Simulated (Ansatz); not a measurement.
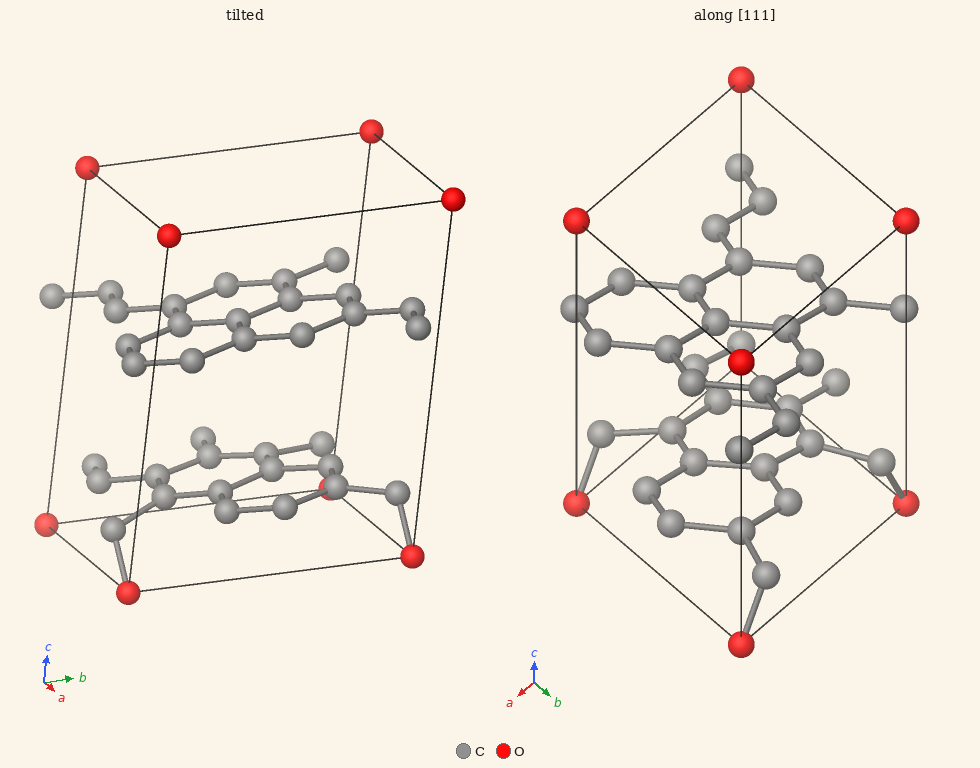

An orthographic ball-and-stick view of the structure, slightly off an axis and along [111]. Lines trace the edges of the simulation cell. Cell: a = 6.526 Å, b = 6.526 Å, c = 9.367 Å, α = 69.61°, β = 69.61°, γ = 60.00°.

What structure is drawn here?

The formula is C$_{28}$O. All rotations and mirrors are lost; the group is P1. In the cell are 28 C, 1 O, which makes 1 formula unit. Each O has two C in a bent arrangement at about 1.5 Å. The bonds build C14O and C layers parallel to (001).

Its origin is a structure listed in the Materials Project, repeated into a supercell with a point defect put in. The cell was then strained or its atoms displaced on purpose. The atoms were relaxed in a fixed cell with Ansatz, DFT PBE, scalar-relativistic, plane waves, PAW.
